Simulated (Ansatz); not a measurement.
# CoSi2/ZnS/NiSi2: predicting the conductance of a thicker barrier

Set-up. Ansatz 0.2.0, plane waves with PAW datasets, PBE. Interfaces are relaxed in a short slab (with D3(BJ) where the barrier is layered), set between ideal electrode layers that go on as semi-infinite leads, and the zero-bias conductance G at 300 K comes from T(E) on a typed mesh. The error is the largest of the program's estimates from energy step, mesh, the leads' potential steps and neutrality; its separate bound for narrow resonances between the energies solved isn't counted and can be far larger. The lower electrode is CoSi2 (fluorite 111 turned by 180 degrees  type B), the upper NiSi2 (fluorite 111) and the barrier ZnS (zinc blende 111), on a net of side 3.822 Å; d is the distance between the electrodes' last planes.

Runs in hand:

| planes in the barrier | d (Å) | G (S/m²) | error (%) | lead step (meV) |
| --- | --- | --- | --- | --- |
| 4 | 8.79 | 2.40e13 | 26 | 8 |
| 6 | 11.95 | 4.97e12 | 20 | 8 |
| 8 | 15.10 | 1.10e12 | 27 | 8 |
| 12 | 21.42 | 5.59e10 | 25 | 8 |

Task: A further run has 14 planes, d = 24.58 Å. Fit G ∝ exp(−βd) to the rows shown and predict its conductance.

Working: Take y = ln G: 30.81, 29.23, 27.72 and 24.75. The means are d = 14.31 Å and y = 28.13; Σ(Δd Δy) = −41.77 and Σ(Δd)² = 87.22, so the slope is −0.479 Å⁻¹ (β = 0.479 Å⁻¹). At d = 24.58 Å, y = 28.13 − 0.479 × 10.26 = 23.21, or G = 1.20e10 S/m².

**The withheld run.** The run gave 1.42e10 S/m², with an error estimate of 28 % and a lead step of 8 meV. The prediction is 0.847 times that, too low by 15 %. That lies within the runs' own error estimates, carried through the fit.

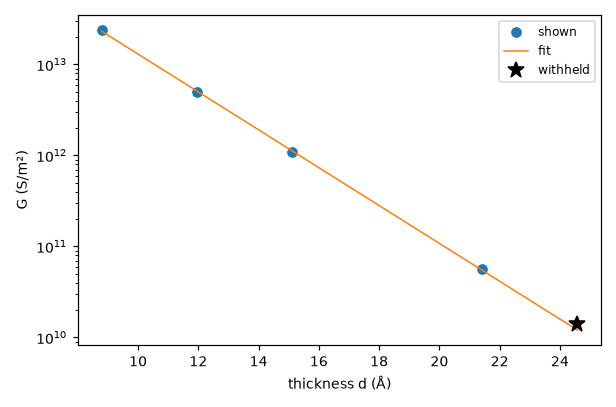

Fit and withheld run.

Caveats: The interfaces are ideal, one cell wide, strained to a common net and relaxed from one registry with their symmetry kept. PBE's gaps are too small, so true decay constants are likely larger where the Fermi level lies deep in a gap. No spin-orbit coupling, phonons, disorder or image charges enter. The rows shown are chosen by tests on error estimates (under 100 to 120 %), lead steps (under 150 meV, though the program warns over 25), intact interfaces and, for fits, a steady trend in the rows shown; the data set holds 414 series of this kind, and not all pass.
